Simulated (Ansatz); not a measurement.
Geometry relaxation, with input and output: CuO (part 1 of 2)

CuO (C2/c, 4 atoms in the cell), computed with DFT PBE, scalar-relativistic, plane waves, PAW, no spin polarisation (Ansatz 0.2.0).

The structure derives from a Materials Project entry.

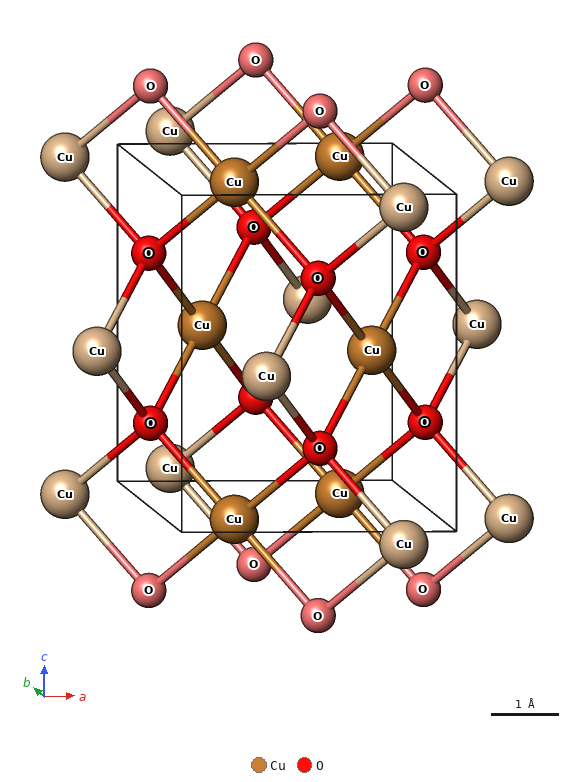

The input geometry (ball-and-stick view of the cell 2 times as large as that of the calculation, set on its symmetry axes, seen slightly off an axis; neighbours outside the cell are drawn fainter).

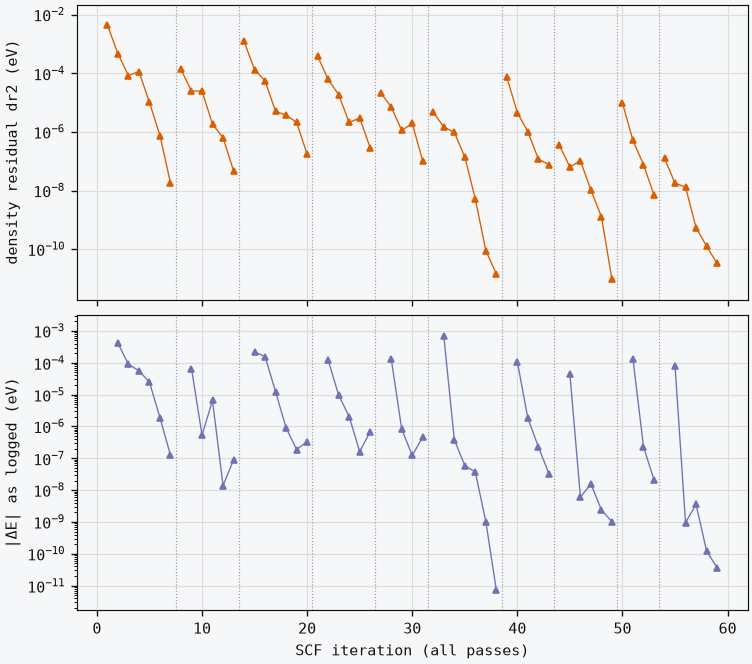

Convergence of the self-consistent field: density residual dr2 and size of the energy change against the SCF iteration. The dotted lines part the SCF passes of the relaxation: geometry steps, rejected trials and re-solves on a re-selected basis. The 10 passes take 4 to 7 iterations each, 59 in all.

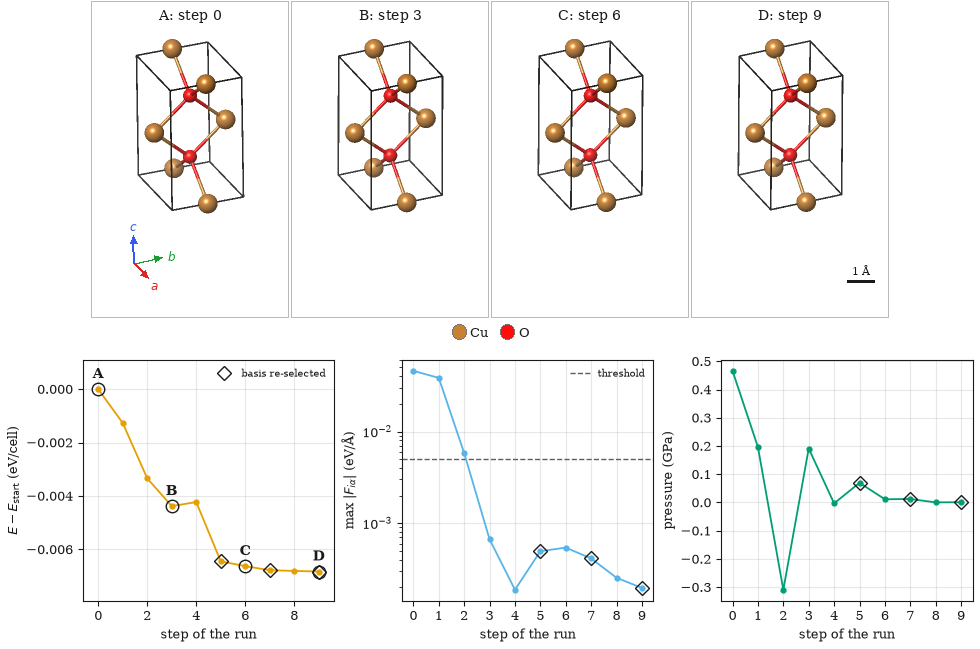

Frames of the relaxation (ball-and-stick view of the cell of the calculation, seen at an oblique angle) above the curves, on which the letters mark them (the first geometry is step 0 here and step 1 in the log).

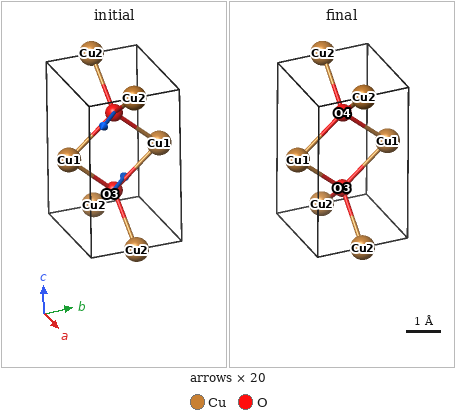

Before (left) and after (right) the relaxation, at one scale (ball-and-stick view of the cell of the calculation, seen at an oblique angle). The blue arrows give the displacements (without the part carried along by the change of the cell), magnified 20 times. After 6 geometry steps the energy has fallen by 6.8 meV per cell of the calculation. The largest force component goes from 0.046 to 0.0002 eV/Å. The pressure goes from 0.47 to 0.00 GPa. The basis was re-selected twice at an unchanged geometry, which shifts the energy a little without any move. The largest moves relative to the cell, 0.057 Å, are those of O3 and O4. Cu stays in place. The volume changes by +0.7 %, with a = b 2.939 → 2.949 Å (+0.3 %), c 5.161 → 5.151 Å (−0.2 %), α 91.8° → 90.0°, β 91.8° → 90.0°, γ 87.4° → 89.8°. Among the angles that change: Cu1–O3–Cu2 121.3° → 115.8°. The space group (tolerance 0.01 Å) goes from C2/c (No. 15) to Cccm (No. 66). The energy change given includes the shifts at the re-selections in mid-walk, which come without any move. A last SCF at the same geometry on a re-selected plane-wave basis shifts the energy by next to nothing (0.0 meV per cell of the calculation). (Atoms are counted from 1 in the order of the input.)

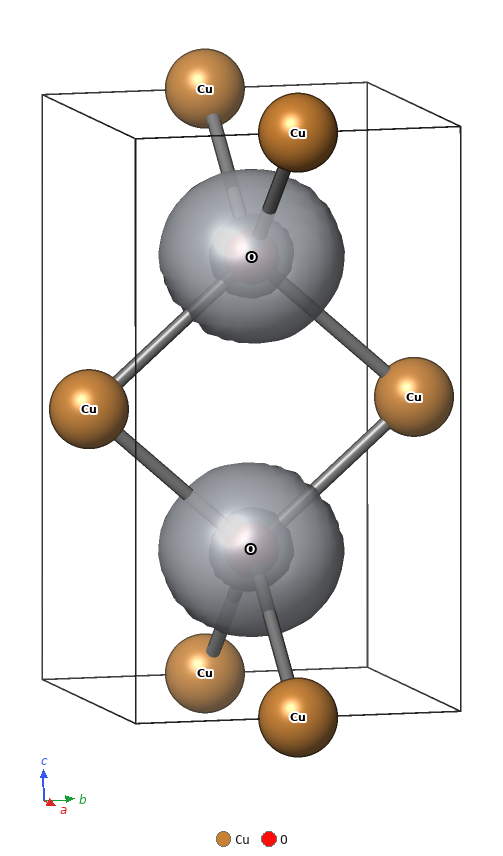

Isosurface of the ELF at 0.7 (grey), seen slightly off an axis. Only the valence region is drawn (cores and ρ < 0.01 e/Å³ removed). Sticks mark near contacts. The outline is the cell set on symmetry axes. Along the contacts the grid gives the following. Cu–O (1.96 Å): the ELF is about 0.20 at the midpoint (no shared pair; the contact is polar). The fields are those of the smooth PAW valence density.

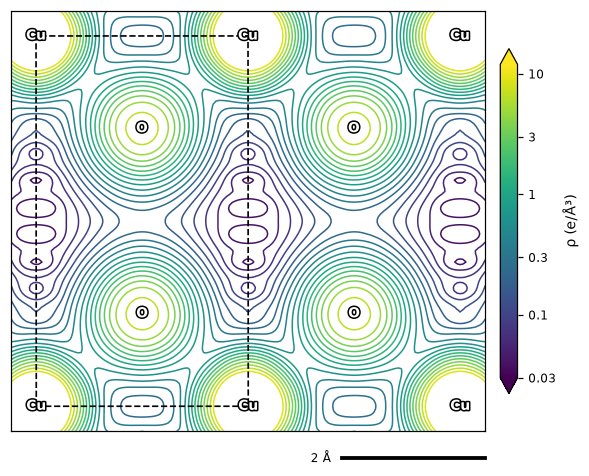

Valence pseudo-density on the (010) plane of the conventional cell. The section cuts through Cu and O sites. Cu–O (1.96 Å): the density is about 0.64 e/Å³ at the midpoint. Away from the nuclei the density in this plane falls to 0.03 e/Å³ at its lowest.

The input that produced these results follows, with the program's output.

## The input
```yaml
crystal:
  lattice:
    - [2.124735, -2.030431, 0.0]
    - [2.124735, 2.030431, 0.0]
    - [-0.225338, 0.0, 5.155799]
  atoms:
    - { symbol: Cu, position: [0.5, 0.0, 0.5] }
    - { symbol: Cu, position: [0.0, 0.5, 0.0] }
    - { symbol: O, position: [0.513872, 0.486128, 0.25] }
    - { symbol: O, position: [0.486128, 0.513872, 0.75] }
basis:
  ecutwfc: 420
kpoints:
  mp_grid: { grid: [14, 14, 8] }
hamiltonian:
  xc: pbe
scf:
  occupations: { method: gaussian, width: 0.1 }
output:
  forces: true
  stress: true
  eigenvalues: true
  write_density: true
  write_potential: true
  elf: true
  volumetric_format: npy
relax:
  adjacent_minimum: "off"
  f_tol: 0.005
  max_steps: 80
  cell: { stress_tol: 0.05 }
```

Run as:
```bash
ansatz run input.yaml --threads 1 --pin off --max-ram 2560MiB --backend cpu --events-out ev --progress --plain --runs-dir out
```

## What the program printed
```
Engine: ansatz 0.2.0, aarch64-unknown-linux-gnu
Pseudopotentials: kind: paw
Pseudopotential: Cu, paw, valence charge 19, recommended cutoff 420 eV (normal), Cu.paw.azcp
Pseudopotential: O, paw, valence charge 6, recommended cutoff 420 eV (normal), O.paw.azcp
Functional definition: PBE
  parameter kappa = 0.804
  parameter beta = 0.06672455060314922
  exchange = pbe_x(kappa = kappa, mu = beta*pi^2/3)
  correlation = pbe_c(beta = beta)
Crystal: 4 atoms, lattice volume = 44.486 Å³
Basis set: ecut = 420 eV, 855 PW (Γ), exchange–correlation on 40×40×72 points (8 copies of the dense FFT grid, shifted against one another)
Bands: 30, of which v1, the nominal top of the filled ones, is band 25 counted from 1 (24 counted from 0)
Symmetry: 4 space group operations
Space group: C2/c (ITA 15), of the structure as read, at distance tolerance 3.5e-5 Å
k-points: 429 of 1568
Non-local potential: Cu, projectors of the file, l = 0: 3, l = 1: 2, l = 2: 3, l = 3: 1
Non-local potential: O, projectors of the file, l = 0: 2, l = 1: 2, l = 2: 1
PAW form: soft (Blöchl's): semilocal exchange-correlation on the pseudo side does not see the compensation charge
PAW one-centre angular grid: Cu, 590 points (default); XC on 64 Gauss nodes
PAW one-centre angular grid: O, 110 points (default); XC on 64 Gauss nodes
Initial density: superposition of atomic densities (neutral atoms: chi_scale 0, normalization atom), corrected by the library's trained network
Initial wavefunctions: pseudopotential atomic-orbital guess
Functional: x = pbe(κ = 0.804, μ = 0.2195149727645171), c = pbe(β = 0.06672455060314922)
SCF iter   1: F=—  HF=-14382.564113 eV  |F-HF|=—  |Δ(HF+E_count)|=         —  Δρ=5.59e-3  dr2=4.44e-3  ethr=1.77e-3  ⟨swp⟩=5.1  Hψ=44910  notcnv=0
preconditioner: auto → LDOS  [metal: Δε(μ)=0.002 eV  Ē_g=11.048 eV  σ=0.100 eV  W_gap=0.01  n_scr=16 (ndim 8)  ℏωp=32.5 eV  f_vac=0.045  D(μ)=2.53/eV (n_scr^D=26)  β→1.0]
SCF iter   2: F=—  HF=-14382.563705 eV  |F-HF|=—  |Δ(HF+E_count)|=   4.08e-4  Δρ=1.59e-3  dr2=4.67e-4  ethr=8.89e-6  ⟨swp⟩=2.0  Hψ=23253  notcnv=0
SCF iter   3: F=—  HF=-14382.563616 eV  |F-HF|=—  |Δ(HF+E_count)|=   8.91e-5  Δρ=5.20e-4  dr2=8.32e-5  ethr=9.34e-7  ⟨swp⟩=2.0  Hψ=20050  notcnv=0
SCF iter   4: F=—  HF=-14382.563560 eV  |F-HF|=—  |Δ(HF+E_count)|=   5.60e-5  Δρ=6.56e-4  dr2=1.15e-4  ethr=1.66e-7  ⟨swp⟩=2.0  Hψ=23496  notcnv=0
SCF iter   5: F=—  HF=-14382.563536 eV  |F-HF|=—  |Δ(HF+E_count)|=   2.45e-5  Δρ=2.00e-4  dr2=1.02e-5  ethr=1.66e-7  ⟨swp⟩=2.0  Hψ=16504  notcnv=0
SCF iter   6: F=—  HF=-14382.563534 eV  |F-HF|=—  |Δ(HF+E_count)|=   1.89e-6  Δρ=5.19e-5  dr2=7.53e-7  ethr=2.03e-8  ⟨swp⟩=2.1  Hψ=16011  notcnv=0
SCF iter   7: F=-14382.563534 eV  HF=-14382.563534 eV  |F-HF|=1.74e-8  |Δ(HF+E_count)|=   1.24e-7  Δρ=7.96e-6  dr2=1.82e-8  ethr=2.00e-10  ⟨swp⟩=7.0  Hψ=83501  notcnv=0
SCF 1 converged in 7 iterations: F = -14382.563534 eV  dr2 = 1.82e-8
  greatest PAW one-centre occupation: 1.000 electrons in one spin orbital (limit 2), on the Cu atom at site 1 (counted from 0), in its partial waves of l = 0
relax step   1: F+E_penalty+E_count = -14382.56353352 eV  Δ(F+E_penalty+E_count) = +0.000e0 eV  max|allowed force component| = 4.589e-2 eV/Å  Δτ_max = 0.0000 Å  P = +0.466 GPa  Ω = 44.486 Å³  (7 SCF iters, dr2 threshold 1.00e-7 eV, accepted)
Crystal: 4 atoms, lattice volume = 44.624 Å³
Basis set: ecut = 420 eV, 851 PW (Γ), exchange–correlation on 40×40×72 points (8 copies of the dense FFT grid, shifted against one another)
Initial density: handed on by an earlier stage of this run
Initial wavefunctions: those handed on with the density
iter 1 solved again at ethr=2.67e-7 eV; its pass at ethr=3.10e-3 eV (dr2=1.34e-4 eV) is discarded
SCF iter   1: F=—  HF=-14382.564876 eV  |F-HF|=—  |Δ(HF+E_count)|=         —  Δρ=8.90e-4  dr2=1.35e-4  ethr=2.67e-7  ⟨swp⟩=3.2  Hψ=65012  notcnv=0
preconditioner: auto → LDOS  [metal: Δε(μ)=0.003 eV  Ē_g=11.028 eV  σ=0.100 eV  W_gap=0.02  n_scr=16 (ndim 8)  ℏωp=32.4 eV  f_vac=0.046  D(μ)=2.56/eV (n_scr^D=26)  β→1.0]
SCF iter   2: F=—  HF=-14382.564811 eV  |F-HF|=—  |Δ(HF+E_count)|=   6.59e-5  Δρ=2.80e-4  dr2=2.48e-5  ethr=2.67e-7  ⟨swp⟩=2.1  Hψ=19160  notcnv=0
SCF iter   3: F=—  HF=-14382.564810 eV  |F-HF|=—  |Δ(HF+E_count)|=   5.38e-7  Δρ=3.17e-4  dr2=2.49e-5  ethr=4.95e-8  ⟨swp⟩=2.0  Hψ=21091  notcnv=0
SCF iter   4: F=—  HF=-14382.564804 eV  |F-HF|=—  |Δ(HF+E_count)|=   6.52e-6  Δρ=7.17e-5  dr2=1.83e-6  ethr=4.95e-8  ⟨swp⟩=2.0  Hψ=18637  notcnv=0
SCF iter   5: F=—  HF=-14382.564804 eV  |F-HF|=—  |Δ(HF+E_count)|=   1.39e-8  Δρ=4.70e-5  dr2=6.42e-7  ethr=3.66e-9  ⟨swp⟩=2.3  Hψ=20720  notcnv=0
SCF iter   6: F=-14382.564803 eV  HF=-14382.564803 eV  |F-HF|=4.53e-8  |Δ(HF+E_count)|=   8.87e-8  Δρ=1.28e-5  dr2=4.71e-8  ethr=8.00e-10  ⟨swp⟩=7.8  Hψ=80498  notcnv=0
SCF 2 converged in 6 iterations: F = -14382.564803 eV  dr2 = 4.71e-8
relax step   2: F+E_penalty+E_count = -14382.56480340 eV  Δ(F+E_penalty+E_count) = -1.270e-3 eV  max|allowed force component| = 3.847e-2 eV/Å  Δτ_max = 0.0061 Å  P = +0.196 GPa  Ω = 44.624 Å³  energy of the carried Pulay correction = -5.584e-4 eV  (6 SCF iters, dr2 threshold 4.00e-7 eV, accepted)
Crystal: 4 atoms, lattice volume = 44.862 Å³
Basis set: ecut = 420 eV, 843 PW (Γ), exchange–correlation on 40×40×72 points (8 copies of the dense FFT grid, shifted against one another)
iter 1 solved again at ethr=2.35e-6 eV; its pass at ethr=3.10e-3 eV (dr2=1.17e-3 eV) is discarded
SCF iter   1: F=—  HF=-14382.566824 eV  |F-HF|=—  |Δ(HF+E_count)|=         —  Δρ=3.10e-3  dr2=1.23e-3  ethr=2.35e-6  ⟨swp⟩=2.0  Hψ=70260  notcnv=0
preconditioner: auto → LDOS  [metal: Δε(μ)=0.001 eV  Ē_g=11.016 eV  σ=0.100 eV  W_gap=0.01  n_scr=16 (ndim 8)  ℏωp=32.3 eV  f_vac=0.051  D(μ)=2.57/eV (n_scr^D=26)  β→1.0]
SCF iter   2: F=—  HF=-14382.567044 eV  |F-HF|=—  |Δ(HF+E_count)|=   2.20e-4  Δρ=7.31e-4  dr2=1.32e-4  ethr=2.35e-6  ⟨swp⟩=2.0  Hψ=19838  notcnv=0
SCF iter   3: F=—  HF=-14382.566888 eV  |F-HF|=—  |Δ(HF+E_count)|=   1.56e-4  Δρ=4.72e-4  dr2=5.51e-5  ethr=2.63e-7  ⟨swp⟩=2.0  Hψ=20159  notcnv=0
SCF iter   4: F=—  HF=-14382.566876 eV  |F-HF|=—  |Δ(HF+E_count)|=   1.23e-5  Δρ=1.40e-4  dr2=4.98e-6  ethr=1.10e-7  ⟨swp⟩=2.0  Hψ=18856  notcnv=0
SCF iter   5: F=—  HF=-14382.566875 eV  |F-HF|=—  |Δ(HF+E_count)|=   9.01e-7  Δρ=1.13e-4  dr2=3.75e-6  ethr=9.95e-9  ⟨swp⟩=2.0  Hψ=19479  notcnv=0
SCF iter   6: F=—  HF=-14382.566875 eV  |F-HF|=—  |Δ(HF+E_count)|=   1.88e-7  Δρ=8.59e-5  dr2=2.12e-6  ethr=7.50e-9  ⟨swp⟩=1.0  Hψ=12870  notcnv=0
SCF iter   7: F=-14382.566874 eV  HF=-14382.566875 eV  |F-HF|=1.96e-7  |Δ(HF+E_count)|=   3.34e-7  Δρ=2.46e-5  dr2=1.74e-7  ethr=8.00e-10  ⟨swp⟩=6.4  Hψ=86065  notcnv=0
SCF 3 converged in 7 iterations: F = -14382.566874 eV  dr2 = 1.74e-7
  greatest PAW one-centre occupation: 1.000 electrons in one spin orbital (limit 2), on the Cu atom at site 0 (counted from 0), in its partial waves of l = 0
relax step   3: F+E_penalty+E_count = -14382.56687440 eV  Δ(F+E_penalty+E_count) = -2.071e-3 eV  max|allowed force component| = 5.831e-3 eV/Å  Δτ_max = 0.0271 Å  P = -0.309 GPa  Ω = 44.862 Å³  energy of the carried Pulay correction = -1.514e-3 eV  (7 SCF iters, dr2 threshold 4.00e-7 eV, accepted)
Crystal: 4 atoms, lattice volume = 44.712 Å³
Basis set: ecut = 420 eV, 841 PW (Γ), exchange–correlation on 40×40×72 points (8 copies of the dense FFT grid, shifted against one another)
iter 1 solved again at ethr=7.36e-7 eV; its pass at ethr=3.10e-3 eV (dr2=3.68e-4 eV) is discarded
SCF iter   1: F=—  HF=-14382.568050 eV  |F-HF|=—  |Δ(HF+E_count)|=         —  Δρ=1.49e-3  dr2=3.80e-4  ethr=7.36e-7  ⟨swp⟩=2.0  Hψ=68985  notcnv=0
preconditioner: auto → LDOS  [metal: Δε(μ)=0.003 eV  Ē_g=11.033 eV  σ=0.100 eV  W_gap=0.02  n_scr=16 (ndim 8)  ℏωp=32.4 eV  f_vac=0.048  D(μ)=2.59/eV (n_scr^D=26)  β→1.0]
SCF iter   2: F=—  HF=-14382.567928 eV  |F-HF|=—  |Δ(HF+E_count)|=   1.22e-4  Δρ=4.43e-4  dr2=6.18e-5  ethr=7.36e-7  ⟨swp⟩=2.0  Hψ=16392  notcnv=0
SCF iter   3: F=—  HF=-14382.567918 eV  |F-HF|=—  |Δ(HF+E_count)|=   9.61e-6  Δρ=2.51e-4  dr2=1.87e-5  ethr=1.24e-7  ⟨swp⟩=2.0  Hψ=16204  notcnv=0
SCF iter   4: F=—  HF=-14382.567916 eV  |F-HF|=—  |Δ(HF+E_count)|=   2.04e-6  Δρ=8.52e-5  dr2=2.10e-6  ethr=3.73e-8  ⟨swp⟩=2.0  Hψ=18588  notcnv=0
SCF iter   5: F=—  HF=-14382.567916 eV  |F-HF|=—  |Δ(HF+E_count)|=   1.63e-7  Δρ=1.08e-4  dr2=2.99e-6  ethr=8.00e-10  ⟨swp⟩=10.1  Hψ=117559  notcnv=0
SCF iter   6: F=-14382.567915 eV  HF=-14382.567915 eV  |F-HF|=3.31e-7  |Δ(HF+E_count)|=   6.79e-7  Δρ=3.28e-5  dr2=2.91e-7  ethr=8.00e-10  ⟨swp⟩=7.0  Hψ=88177  notcnv=0
SCF 4 converged in 6 iterations: F = -14382.567915 eV  dr2 = 2.91e-7
relax step   4: F+E_penalty+E_count = -14382.56791511 eV  Δ(F+E_penalty+E_count) = -1.041e-3 eV  max|allowed force component| = 6.694e-4 eV/Å  Δτ_max = 0.0119 Å  P = +0.191 GPa  Ω = 44.712 Å³  energy of the carried Pulay correction = -9.121e-4 eV  (6 SCF iters, dr2 threshold 4.00e-7 eV, accepted)
Crystal: 4 atoms, lattice volume = 44.761 Å³
iter 1 solved again at ethr=4.26e-8 eV; its pass at ethr=3.10e-3 eV (dr2=2.13e-5 eV) is discarded
SCF iter   1: F=—  HF=-14382.567897 eV  |F-HF|=—  |Δ(HF+E_count)|=         —  Δρ=2.90e-4  dr2=2.18e-5  ethr=4.26e-8  ⟨swp⟩=3.5  Hψ=62428  notcnv=0
preconditioner: auto → LDOS  [metal: Δε(μ)=0.004 eV  Ē_g=11.030 eV  σ=0.100 eV  W_gap=0.02  n_scr=16 (ndim 8)  ℏωp=32.4 eV  f_vac=0.049  D(μ)=2.59/eV (n_scr^D=26)  β→1.0]
SCF iter   2: F=—  HF=-14382.567763 eV  |F-HF|=—  |Δ(HF+E_count)|=   1.34e-4  Δρ=1.49e-4  dr2=7.11e-6  ethr=4.26e-8  ⟨swp⟩=2.1  Hψ=19497  notcnv=0
SCF iter   3: F=—  HF=-14382.567762 eV  |F-HF|=—  |Δ(HF+E_count)|=   8.18e-7  Δρ=6.34e-5  dr2=1.13e-6  ethr=1.42e-8  ⟨swp⟩=2.1  Hψ=18874  notcnv=0
SCF iter   4: F=—  HF=-14382.567763 eV  |F-HF|=—  |Δ(HF+E_count)|=   1.23e-7  Δρ=8.67e-5  dr2=1.94e-6  ethr=2.25e-9  ⟨swp⟩=2.0  Hψ=23655  notcnv=0
SCF iter   5: F=-14382.567762 eV  HF=-14382.567762 eV  |F-HF|=1.03e-7  |Δ(HF+E_count)|=   4.65e-7  Δρ=1.88e-5  dr2=1.02e-7  ethr=4.55e-10  ⟨swp⟩=6.7  Hψ=88382  notcnv=0
SCF 5 converged in 5 iterations: F = -14382.567762 eV  dr2 = 1.02e-7
relax step   5: F+E_penalty+E_count = -14382.56776198 eV  Δ(F+E_penalty+E_count) = +1.531e-4 eV  max|allowed force component| = 1.881e-4 eV/Å  Δτ_max = 0.0014 Å  P = -0.003 GPa  Ω = 44.761 Å³  energy of the carried Pulay correction = -1.109e-3 eV  (5 SCF iters, dr2 threshold 2.27e-7 eV, accepted)
Initial wavefunctions: pseudopotential atomic-orbital guess (no wavefunctions were taken with the density)
iter 1 solved again at ethr=1.04e-7 eV; its pass at ethr=3.10e-3 eV (dr2=5.22e-5 eV) is discarded
```
